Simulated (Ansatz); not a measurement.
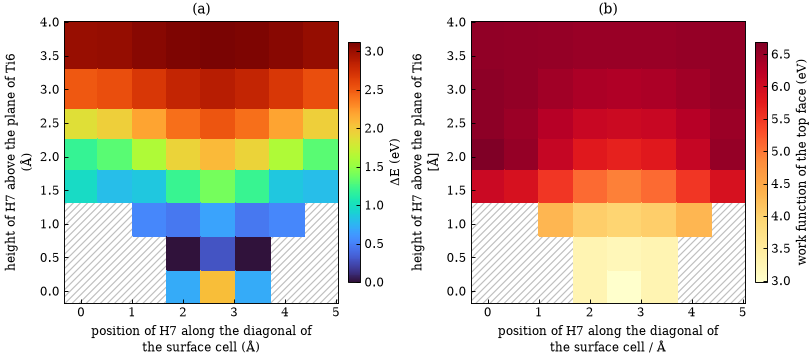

H on a Ti(100) slab cut from the P6/mmm phase, its upper half relaxed before the scan (6 atoms of substrate and one adsorbate in a 1 × 1 cell). H is moved along a line over the surface and along the normal, above a rigid substrate. The first coordinate is: position of H7 along the diagonal of the surface cell, from above Ti6; the second: height of H7 above the plane of Ti6. Grid: 8 × 8 points; 32 points were computed and 19 follow by symmetry. At 13 points there is no value (left out of the scan, as a rule where atoms come close). Points are written as (first, second). Energies are in eV, from the lowest grid point. The runs have no spin polarisation, so an open-shell adsorbate far from the surface lies too high. The calculation used Ansatz, DFT PBE, scalar-relativistic, plane waves, PAW. Settings: cutoff 420 eV, k-mesh 9×6×1, gaussian smearing 0.1 eV, no spin polarisation.

Panel (a) is the energy; panel (b) is the computed work function of the top face, in eV.

Drawn: one coloured cell a grid point, hatched blanks where no value was computed.

Question: How does the work function of the top face vary over the map, and what is it at the lowest grid point?

Answer: Leaving out the highest fifth of the energies, it runs from 2.98 eV at (2.69 Å, 0.07 Å) [nearest 1 Ti at 1.34 Å] to 6.69 eV at (0.00 Å, 2.07 Å) [nearest 1 Ti at 2.07 Å]. At the lowest grid point, (2.02 Å, 0.57 Å) [nearest 1 Ti at 1.96 Å], it is 3.26 eV.
